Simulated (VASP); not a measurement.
Crystal: TiSi2, the geometry relaxed with VASP, VASP Kohn-Sham DFT of a periodic cell, PBEsol, VASP PAW PBE potentials, recommended.

```cif
data_structure
_symmetry_space_group_name_H-M 'Fddd:1'
_symmetry_Int_Tables_number 70
_cell_length_a 4.7595
_cell_length_b 8.1627
_cell_length_c 8.5187
_cell_angle_alpha 90.000
_cell_angle_beta 90.000
_cell_angle_gamma 90.000
_cell_volume 330.95
loop_
_atom_site_label
_atom_site_type_symbol
_atom_site_symmetry_multiplicity
_atom_site_Wyckoff_symbol
_atom_site_fract_x
_atom_site_fract_y
_atom_site_fract_z
_atom_site_occupancy
Ti1 Ti 8 b 0.75000 0.25000 0.25000 1
Si1 Si 16 f 0.75000 0.91346 0.25000 1
```

### What does its first Brillouin zone look like, and which path through it is standard?

It has a face-centred orthorhombic lattice (oF; extended symbol oF1). The zone is an elongated dodecahedron in its combinatorial type: 12 faces (8 with 4 edges, 4 with 6 edges), 28 edges, 18 vertices. Path: Γ–Y–T–Z–Γ–Σ₀ | U₀–T | Y–C₀ | A₀–Z | Γ–L.

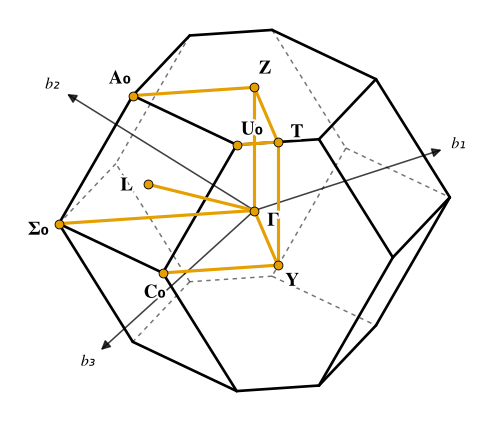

Labels and path follow the convention of Hinuma et al. (2017), as computed by seekpath; the arrows show the directions of the reciprocal primitive vectors b₁, b₂, b₃, in which coordinates are given; lengths include the factor 2π.

```json
{"point": "Γ", "k₁": "0", "k₂": "0", "k₃": "0", "length of k (1/Å)": "0.000"}
{"point": "T", "k₁": "1", "k₂": "1/2", "k₃": "1/2", "length of k (1/Å)": "1.066"}
{"point": "Z", "k₁": "1/2", "k₂": "1/2", "k₃": "0", "length of k (1/Å)": "0.738"}
{"point": "Y", "k₁": "1/2", "k₂": "0", "k₃": "1/2", "length of k (1/Å)": "0.770"}
{"point": "Σ₀", "k₁": "0", "k₂": "0.413", "k₃": "0.413", "length of k (1/Å)": "1.091"}
{"point": "U₀", "k₁": "1", "k₂": "0.587", "k₃": "0.587", "length of k (1/Å)": "1.091"}
{"point": "A₀", "k₁": "1/2", "k₂": "0.757", "k₃": "0.257", "length of k (1/Å)": "1.002"}
{"point": "C₀", "k₁": "1/2", "k₂": "0.243", "k₃": "0.743", "length of k (1/Å)": "1.002"}
{"point": "L", "k₁": "1/2", "k₂": "1/2", "k₃": "1/2", "length of k (1/Å)": "0.848"}
```
